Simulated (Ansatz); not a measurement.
In doubt: masses and optical values from hybrid runs of this build are listed as unsure (in some of the runs), which bears on the screening that GW takes from such a start.

The crystal is TePb (Fm-3m).

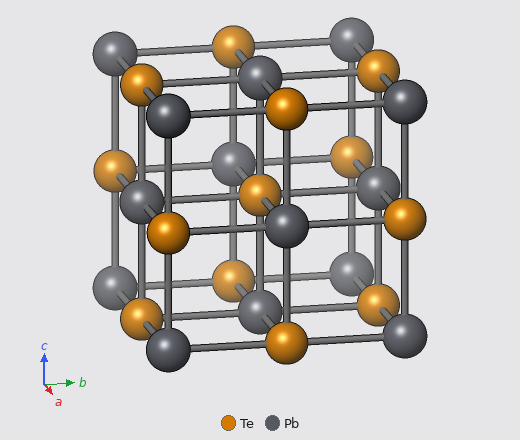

The structure (tellurium orange, lead dark grey). Some periodic images of atoms are drawn too.

Symmetry: Fm-3m, No. 225, cubic system. Conventional cell: a = 6.462 Å, b = 6.462 Å, c = 6.462 Å, α = 90.00°, β = 90.00°, γ = 90.00°. Nearest to Te lie 6 Pb at 3.23 Å. Pb has 6 Te at 3.23 Å nearest. Farther neighbours and most contacts between anions are not listed.

```cif
data_structure
_symmetry_space_group_name_H-M 'P 1'
_symmetry_Int_Tables_number 1
_cell_length_a 4.5693
_cell_length_b 4.5693
_cell_length_c 4.5693
_cell_angle_alpha 60.000
_cell_angle_beta 60.000
_cell_angle_gamma 60.000
_cell_volume 67.46
loop_
_atom_site_label
_atom_site_type_symbol
_atom_site_fract_x
_atom_site_fract_y
_atom_site_fract_z
_atom_site_occupancy
Te1 Te 0.50000 0.50000 0.50000 1
Pb2 Pb 0.00000 0.00000 0.00000 1
```

The cell and positions come from the Crystallography Open Database and are kept as given unless a step says otherwise. Spin-orbit coupling is left out unless a run names it. PAW set soft_2, made with PBE.

Gaps computed with Ansatz 0.2.0 without a self-energy: HSE06 1.12 eV, PBE0 1.70 eV and LDA 0.65 eV.

**Question.** Estimate the G0W0@HSE06 gap with 4×4×4 mesh, 201 empty bands, screening to 120 eV, default PAW files.

About 1.09 eV: on its mesh the run moves the gap from 1.12 eV by −0.03 eV. Among the scalar-relativistic levels given, HSE06 is nearest (+0.03 eV). Bands and cutoff are finite, so the gap is not at the basis limit. The miss can reach some tenths of an eV and take either sign; the mesh is an error of its own. Where an edge is built on 6p states of lead, bismuth or thallium, scalar-relativistic gaps usually stand too wide, by a few tenths to over one eV. The many-body steps are scalar-relativistic: spin-orbit coupling is not in them.

[Paths, hosts, dates, memory and timing lines, banners, echoed tables and standing remarks are left out of the program output.]

[Logs are printed without paths, hosts, clocks, repeated set-up lines and the standing remarks that a program may print on its own settings, such as how far it seeks lower states.]

[Runs of the session that timed out or met a known fault of the program may be left out.]

[Cells called generated may have been cut or substituted from an entry of the Crystallography Open Database or the Materials Project.]

[Hosts, paths, dates, database ids (printed as entryN), source tags and the programs' standing remarks are cut or masked in the printed files.]
